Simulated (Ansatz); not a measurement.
BN: geometry relaxation (part 1 of 2)

The run: geometry relaxation of BN (2 atoms in the cell). Method and program: DFT, PBE, PAW with Ansatz's default frozen-core files, scalar-relativistic, no spin polarisation (Ansatz 0.2.0).

The structure was built on a prototype by a generator; it need not be a known phase. It belongs to a series of runs on one base structure; here: cell relaxed at zero pressure.

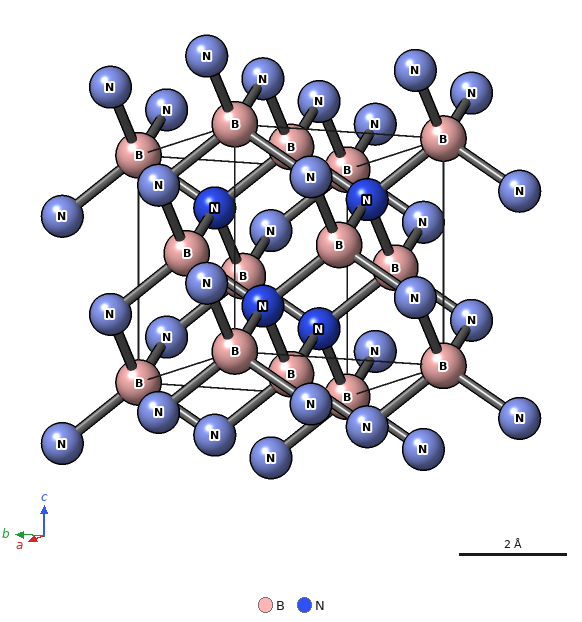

Figure 1. The input geometry (ball-and-stick view of the cell 4 times as large as that of the calculation, set on its symmetry axes, seen at an oblique angle; neighbours outside the cell are drawn fainter).

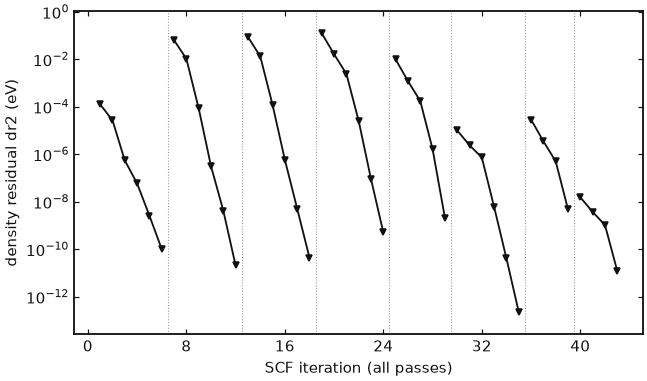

Figure 2. Convergence of the self-consistent field: density residual dr2 against the SCF iteration. The dotted lines part the SCF passes of the relaxation: geometry steps, rejected trials and re-solves on a re-selected basis. The 8 passes take 4 to 6 iterations each, 43 in all.

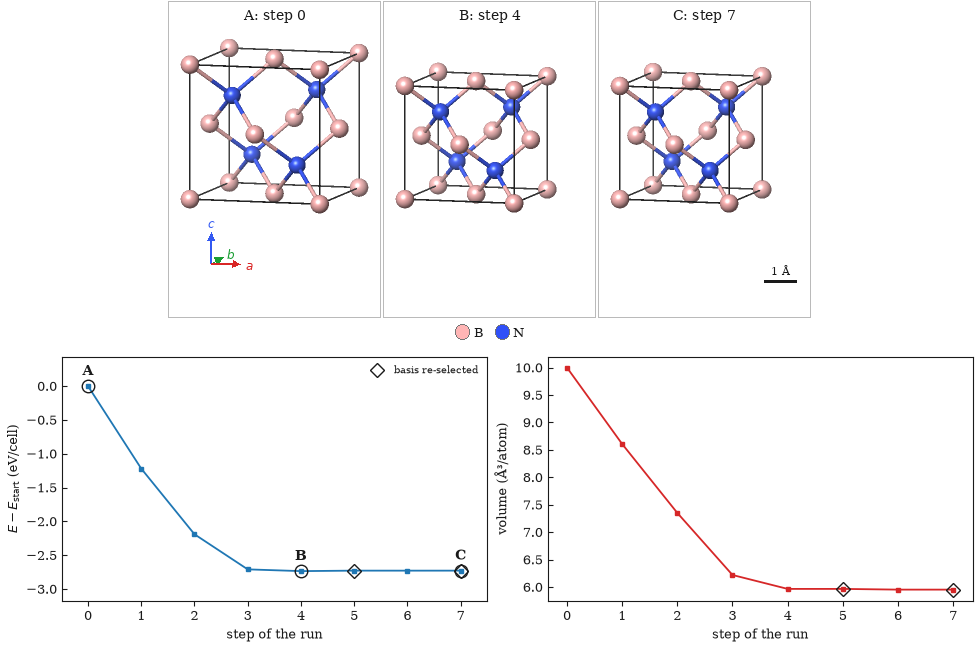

Figure 3. Frames of the relaxation (ball-and-stick view of the cell 4 times as large as that of the calculation, set on its symmetry axes, seen slightly off an axis) above the curves, on which the letters mark them (the first geometry is step 0 here and step 1 in the log).

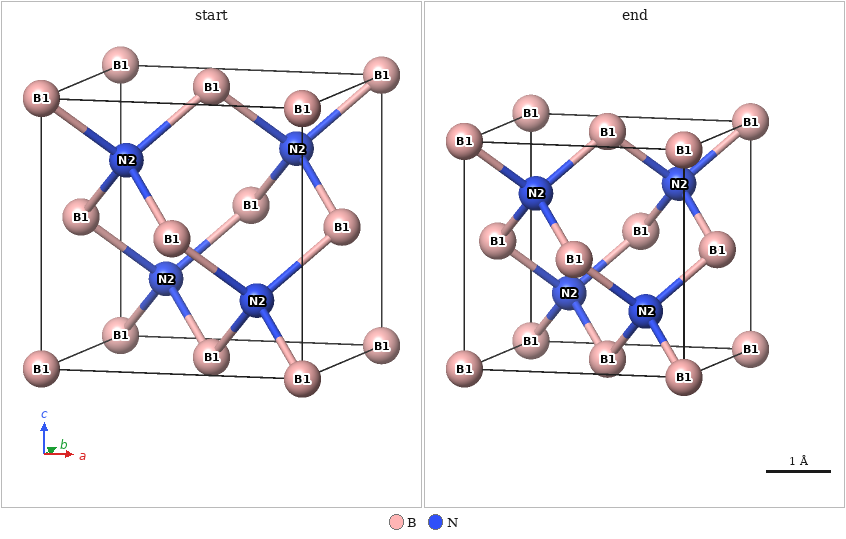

Figure 4. Before (left) and after (right) the relaxation, at one scale (ball-and-stick view of the cell 4 times as large as that of the calculation, set on its symmetry axes, seen slightly off an axis). The atoms keep their places relative to the cell (all moves are under 0.005 Å). Cell: a = b = c 4.309 → 3.625 Å (−15.9 %). Volume −40.5 %. Among the contacts that change: B1–N2 1.866 → 1.570 Å. The space group stays F-43m (No. 216). Over 5 geometry steps the energy falls by 2.729 eV per cell of the calculation. All forces vanish by symmetry, so only the cell relaxes. Pressure: −70.36 GPa at the start and −0.01 GPa at the end. The basis was re-selected once at an unchanged geometry, which shifts the energy a little without any move. The energy change given includes the shifts at the re-selections in mid-walk, which come without any move. A last SCF at the same geometry on a re-selected plane-wave basis shifts the energy by +0.2 meV per cell of the calculation. (Atoms are counted from 1 in the order of the input.)

These pictures come from the run below.

Input file
```yaml
crystal:
  lattice:
    - [0.0, 2.15443469, 2.15443469]
    - [2.15443469, 0.0, 2.15443469]
    - [2.15443469, 2.15443469, 0.0]
  atoms:
    - { symbol: B, position: [0.0, 0.0, 0.0] }
    - { symbol: "N", position: [0.25, 0.25, 0.25] }
kpoints:
  mp_grid: { grid: [15, 15, 15] }
scf:
  occupations: { method: fermi_dirac, width: 0.05 }
hamiltonian:
  xc: pbe
  pseudopotentials: { kind: paw }
output:
  forces: true
  stress: true
relax:
  f_tol: 0.005
  max_steps: 40
  cell: {}
```

Run as:
```bash
ansatz run input.yaml --threads 1 --pin off --max-ram 2048MiB --backend cpu --events-out ev --progress --plain --runs-dir out
```

The program's output
```
Engine: ansatz 0.2.0, x86_64-unknown-linux-gnu
Pseudopotentials: kind: paw
Pseudopotential: B, paw, valence charge 3, recommended cutoff 420 eV (normal), B.paw.azcp
Pseudopotential: N, paw, valence charge 5, recommended cutoff 420 eV (normal), N.paw.azcp
Functional definition: PBE
  parameter kappa = 0.804
  parameter beta = 0.06672455060314922
  exchange = pbe_x(kappa = kappa, mu = beta*pi^2/3)
  correlation = pbe_c(beta = beta)
Crystal: 2 atoms, lattice volume = 20.000 Å³
Basis set: ecut = 420 eV, 387 PW (Γ), exchange–correlation on 48×48×48 points (8 copies of the dense FFT grid, shifted against one another)
Bands: 8, of which v1, the nominal top of the filled ones, is band 4 counted from 1 (3 counted from 0)
Symmetry: 24 space group operations
Space group: F-43m (ITA 216), of the structure as read, at distance tolerance 2.7e-5 Å
k-points: 120 of 3375 (time reversal used)
Non-local potential: B, projectors of the file, l = 0: 2, l = 1: 2, l = 2: 1
Non-local potential: N, projectors of the file, l = 0: 2, l = 1: 2, l = 2: 1
PAW form: soft (Blöchl's): semilocal exchange-correlation on the pseudo side does not see the compensation charge
PAW one-centre angular grid: B, 110 points (default); XC on 64 Gauss nodes
PAW one-centre angular grid: N, 110 points (default); XC on 64 Gauss nodes
Initial density: superposition of atomic densities (neutral atoms: chi_scale 0, normalization atom), corrected by the library's trained network
Initial wavefunctions: pseudopotential atomic-orbital guess
Functional: x = pbe(κ = 0.804, μ = 0.2195149727645171), c = pbe(β = 0.06672455060314922)
SCF iter   1: F=—  HF=-539.547597 eV  |F-HF|=—  |Δ(HF+E_count)|=         —  Δρ=1.55e-3  dr2=1.26e-4  ethr=1.77e-3  ⟨swp⟩=4.3  Hψ=6018  notcnv=0
preconditioner: auto → none  [insulator: Δε(μ)=3.124 eV  Ē_g=13.507 eV  σ=0.050 eV  W_gap=1.00  n_scr=0 (ndim 8)  ℏωp=23.5 eV  f_vac=0.000  D(μ)=0.00/eV (n_scr^D=0)  ε∞_Penn≈4.0]
SCF iter   2: F=—  HF=-539.547320 eV  |F-HF|=—  |Δ(HF+E_count)|=   2.77e-4  Δρ=7.81e-4  dr2=2.70e-5  ethr=1.58e-6  ⟨swp⟩=2.0  Hψ=2386  notcnv=0
SCF iter   3: F=—  HF=-539.547439 eV  |F-HF|=—  |Δ(HF+E_count)|=   1.19e-4  Δρ=7.65e-5  dr2=5.47e-7  ethr=3.37e-7  ⟨swp⟩=2.1  Hψ=1382  notcnv=0
iter 4 did not close the SCF: its close was put off for the readings that it lacked (scf_convergence_deferred on its scf_iter line)
SCF iter   4: F=-539.547440 eV  HF=-539.547440 eV  |F-HF|=2.43e-8  |Δ(HF+E_count)|=   1.07e-6  Δρ=1.97e-5  dr2=5.91e-8  ethr=6.83e-9  ⟨swp⟩=2.5  Hψ=1477  notcnv=0
iter 5 did not close the SCF: its close was put off for the readings that it lacked (scf_convergence_deferred on its scf_iter line)
SCF iter   5: F=-539.547440 eV  HF=-539.547440 eV  |F-HF|=6.75e-10  |Δ(HF+E_count)|=   3.15e-8  Δρ=4.34e-6  dr2=2.59e-9  ethr=7.38e-10  ⟨swp⟩=2.6  Hψ=1480  notcnv=0
SCF iter   6: F=-539.547440 eV  HF=-539.547440 eV  |F-HF|=2.99e-11  |Δ(HF+E_count)|=  3.43e-10  Δρ=8.94e-7  dr2=1.01e-10  ethr=3.24e-11  ⟨swp⟩=1.8  Hψ=2566  notcnv=0
SCF 1 converged in 6 iterations: F = -539.547440 eV  dr2 = 1.01e-10
  greatest PAW one-centre occupation: 0.774 electrons in one spin orbital (limit 2), on the N atom at site 1 (counted from 0), in its partial waves of l = 0
relax step   1: F+E_penalty+E_count = -539.54743966 eV  Δ(F+E_penalty+E_count) = +0.000e0 eV  max|allowed force component| = 4.718e-16 eV/Å  Δτ_max = 0.0000 Å  P = -70.364 GPa  Ω = 20.000 Å³  (6 SCF iters, dr2 threshold 1.00e-7 eV, accepted)
Crystal: 2 atoms, lattice volume = 17.215 Å³
Basis set: ecut = 420 eV, 331 PW (Γ), exchange–correlation on 48×48×48 points (8 copies of the dense FFT grid, shifted against one another)
Initial density: handed on by an earlier stage of this run
Initial wavefunctions: those handed on with the density
iter 1 solved again at ethr=7.99e-4 eV; its pass at ethr=3.10e-3 eV (dr2=6.39e-2 eV) is discarded
SCF iter   1: F=—  HF=-540.783530 eV  |F-HF|=—  |Δ(HF+E_count)|=         —  Δρ=1.90e-2  dr2=6.40e-2  ethr=7.99e-4  ⟨swp⟩=1.0  Hψ=7520  notcnv=0
preconditioner: auto → none  [insulator: Δε(μ)=4.147 eV  Ē_g=15.160 eV  σ=0.050 eV  W_gap=1.00  n_scr=0 (ndim 8)  ℏωp=25.3 eV  f_vac=0.000  D(μ)=0.00/eV (n_scr^D=0)  ε∞_Penn≈3.8]
SCF iter   2: F=—  HF=-540.768997 eV  |F-HF|=—  |Δ(HF+E_count)|=   1.45e-2  Δρ=7.55e-3  dr2=1.06e-2  ethr=7.99e-4  ⟨swp⟩=2.0  Hψ=1413  notcnv=0
SCF iter   3: F=—  HF=-540.767116 eV  |F-HF|=—  |Δ(HF+E_count)|=   1.88e-3  Δρ=8.49e-4  dr2=8.67e-5  ethr=1.33e-4  ⟨swp⟩=3.0  Hψ=1920  notcnv=0
SCF iter   4: F=—  HF=-540.767165 eV  |F-HF|=—  |Δ(HF+E_count)|=   4.88e-5  Δρ=7.14e-5  dr2=3.19e-7  ethr=1.08e-6  ⟨swp⟩=2.2  Hψ=1459  notcnv=0
iter 5 did not close the SCF: its close was put off for the readings that it lacked (scf_convergence_deferred on its scf_iter line)
SCF iter   5: F=-540.767166 eV  HF=-540.767166 eV  |F-HF|=1.13e-8  |Δ(HF+E_count)|=   6.53e-7  Δρ=7.77e-6  dr2=4.23e-9  ethr=3.99e-9  ⟨swp⟩=2.2  Hψ=1373  notcnv=0
SCF iter   6: F=-540.767166 eV  HF=-540.767166 eV  |F-HF|=7.28e-12  |Δ(HF+E_count)|=   1.31e-8  Δρ=4.46e-7  dr2=2.07e-11  ethr=5.29e-11  ⟨swp⟩=1.2  Hψ=2895  notcnv=0
SCF 2 converged in 6 iterations: F = -540.767166 eV  dr2 = 2.07e-11
  greatest PAW one-centre occupation: 0.771 electrons in one spin orbital (limit 2), on the N atom at site 1 (counted from 0), in its partial waves of l = 0
relax step   2: F+E_penalty+E_count = -540.76716558 eV  Δ(F+E_penalty+E_count) = -1.220e0 eV  max|allowed force component| = 2.336e-16 eV/Å  Δτ_max = 0.0000 Å  P = -67.335 GPa  Ω = 17.215 Å³  energy of the carried Pulay correction = +1.015e-2 eV  (6 SCF iters, dr2 threshold 2.00e-7 eV, accepted)
Crystal: 2 atoms, lattice volume = 14.702 Å³
Basis set: ecut = 420 eV, 283 PW (Γ), exchange–correlation on 48×48×48 points (8 copies of the dense FFT grid, shifted against one another)
iter 1 solved again at ethr=1.10e-3 eV; its pass at ethr=3.10e-3 eV (dr2=8.77e-2 eV) is discarded
SCF iter   1: F=—  HF=-541.763187 eV  |F-HF|=—  |Δ(HF+E_count)|=         —  Δρ=2.50e-2  dr2=8.79e-2  ethr=1.10e-3  ⟨swp⟩=1.0  Hψ=7598  notcnv=0
preconditioner: auto → none  [insulator: Δε(μ)=4.435 eV  Ē_g=17.075 eV  σ=0.050 eV  W_gap=1.00  n_scr=0 (ndim 8)  ℏωp=27.4 eV  f_vac=0.000  D(μ)=0.00/eV (n_scr^D=0)  ε∞_Penn≈3.6]
SCF iter   2: F=—  HF=-541.740615 eV  |F-HF|=—  |Δ(HF+E_count)|=   2.26e-2  Δρ=9.54e-3  dr2=1.34e-2  ethr=1.10e-3  ⟨swp⟩=2.5  Hψ=1593  notcnv=0
SCF iter   3: F=—  HF=-541.737850 eV  |F-HF|=—  |Δ(HF+E_count)|=   2.76e-3  Δρ=1.15e-3  dr2=1.22e-4  ethr=1.68e-4  ⟨swp⟩=3.0  Hψ=1920  notcnv=0
SCF iter   4: F=—  HF=-541.737915 eV  |F-HF|=—  |Δ(HF+E_count)|=   6.51e-5  Δρ=1.07e-4  dr2=5.89e-7  ethr=1.52e-6  ⟨swp⟩=2.0  Hψ=1440  notcnv=0
iter 5 did not close the SCF: its close was put off for the readings that it lacked (scf_convergence_deferred on its scf_iter line)
SCF iter   5: F=-541.737916 eV  HF=-541.737916 eV  |F-HF|=1.01e-8  |Δ(HF+E_count)|=   9.26e-7  Δρ=8.11e-6  dr2=5.17e-9  ethr=7.36e-9  ⟨swp⟩=2.2  Hψ=1371  notcnv=0
SCF iter   6: F=-541.737916 eV  HF=-541.737916 eV  |F-HF|=2.05e-12  |Δ(HF+E_count)|=   1.22e-8  Δρ=7.62e-7  dr2=4.42e-11  ethr=6.46e-11  ⟨swp⟩=1.2  Hψ=2900  notcnv=0
SCF 3 converged in 6 iterations: F = -541.737916 eV  dr2 = 4.42e-11
  greatest PAW one-centre occupation: 0.773 electrons in one spin orbital (limit 2), on the N atom at site 1 (counted from 0), in its partial waves of l = 0
relax step   3: F+E_penalty+E_count = -541.73791640 eV  Δ(F+E_penalty+E_count) = -9.708e-1 eV  max|allowed force component| = 3.469e-16 eV/Å  Δτ_max = 0.0000 Å  P = -52.090 GPa  Ω = 14.702 Å³  energy of the carried Pulay correction = +2.072e-2 eV  (6 SCF iters, dr2 threshold 2.00e-7 eV, accepted)
Crystal: 2 atoms, lattice volume = 12.439 Å³
Basis set: ecut = 420 eV, 259 PW (Γ), exchange–correlation on 48×48×48 points (8 copies of the dense FFT grid, shifted against one another)
iter 1 solved again at ethr=1.55e-3 eV; its pass at ethr=3.10e-3 eV (dr2=1.24e-1 eV) is discarded
```
